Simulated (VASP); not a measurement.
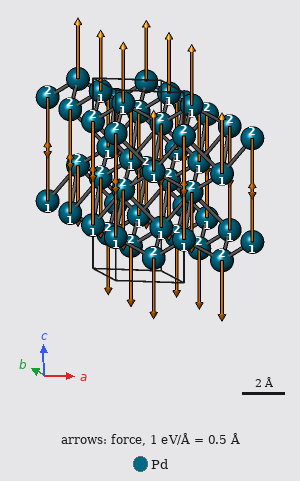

Starting geometry of a crystal of Pd (a generated structure, set up in R-3m) with the computed forces as orange arrows. Style: ball-and-stick. Shown: the conventional cell (3 times the calculation's cell), repeated 2 × 3 × 1 with one cell outlined, slightly off an axis. Lengths and directions refer to the drawn axes.

The run lets cell and atoms move.

Computed with VASP 6.6.1, Kohn-Sham DFT of a periodic cell, r2SCAN, VASP PAW PBE potentials, recommended.

Input
```
SYSTEM = Pd
  PREC = Accurate
  ENCUT = 600
  EDIFF = 1E-6
  ISMEAR = 0
  SIGMA = 0.1
  LREAL = .FALSE.
  LASPH = .TRUE.
  NELM = 100
  ALGO = Normal
  ISIF = 3
  LWAVE = .FALSE.
  LCHARG = .FALSE.
  METAGGA = R2SCAN
  LMIXTAU = .TRUE.
  IBRION = 2
  NSW = 90
  EDIFFG = -0.04
  ISTART = 1
```

Command:
```bash
cat potpaw_PBE.64/Pd/POTCAR > POTCAR
cp INCAR.step1 INCAR
mpirun -np 1 vasp_std > vasp.out
cp INCAR.step2 INCAR
mpirun -np 1 vasp_std > vasp.out
```

> What follows when this structure is relaxed?

It isn't relaxed: the largest force vector, on Pd atoms, is 6.12 eV/Å. The atoms end up moving mostly along the starting forces (cosine between the two patterns 1.00). The largest moves relative to the cell, 0.30 Å, are those of Pd1 and Pd2. Pd1 goes along +c. The volume changes by −5.1 %, with a = b 3.395 → 2.761 Å (−18.7 %), c 9.443 → 13.545 Å (+43.4 %). Some distances before and after: Pd1–Pd1 3.395 → 2.761 Å, Pd1–Pd2 2.272 → 2.763 Å, Pd1–Pd2 (another image) 2.799 → 2.764 Å. Among the angles between lasting bonds that change: Pd2–Pd1–Pd2 96.7° → 60.0°, Pd2–Pd1–Pd2 93.4° → 120.1°, Pd2–Pd1–Pd2 164.8° → 180.0°. The space group (tolerance 0.01 Å) goes from R-3m (No. 166) to Fm-3m (No. 225). After 38 geometry steps the energy has fallen by 1139 meV per atom. Largest force component: 6.1 eV/Å at the start, 0.0087 eV/Å at the end. The pressure goes from 36.74 to −0.08 GPa. At step 17 the optimiser overshot: the energy rose above the start, and later steps came back. It ran on 1 thread of Intel(R) Xeon(R) Platinum 8488C (Sapphire Rapids), on a shared host.
